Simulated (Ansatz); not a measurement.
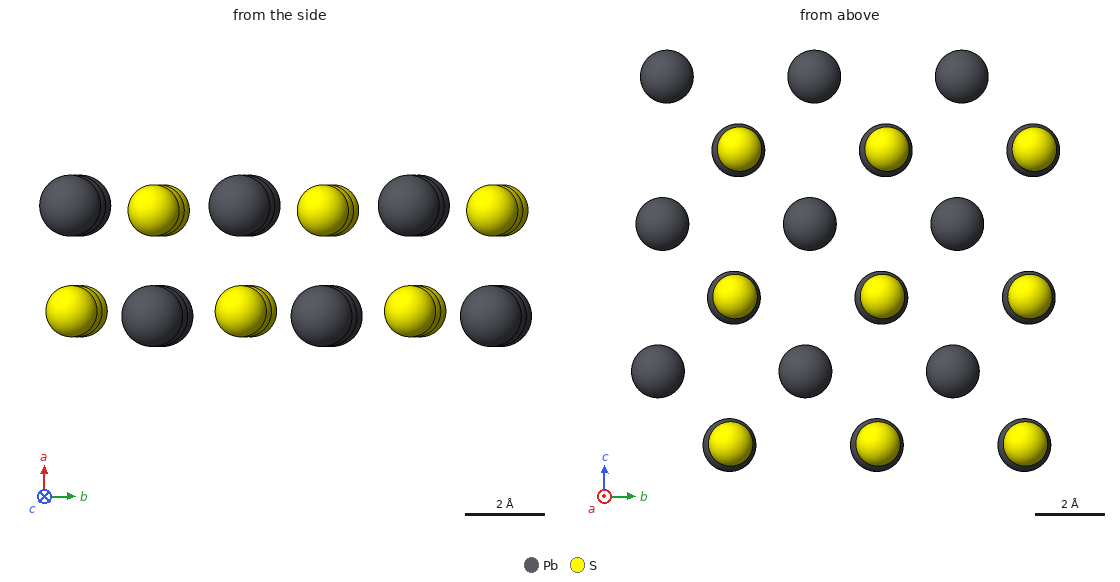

A spheres-only picture of a periodic sheet, seen from the side and from above. The surface normal points up in side views; the vacuum is left out. 3×3 cells are drawn in the plane, with atoms at the edges repeated.

The cell holds 2 Pb, 2 S.

Question: Which atoms form the outer planes?

Answer: The top face ends in Pb and S, the bottom face in Pb and S. The two faces are alike.

Question: What is the slab's thickness, atom centre to atom centre?

Answer: About 2.8 Å from the lowest to the highest atom.

Question: Write the layer sequence, upper face first.

Answer: Two planes: PbS / PbS.

Provenance: a structure listed in the Materials Project. The cell was then strained or its atoms displaced on purpose. It was the input of a calculation with Ansatz.
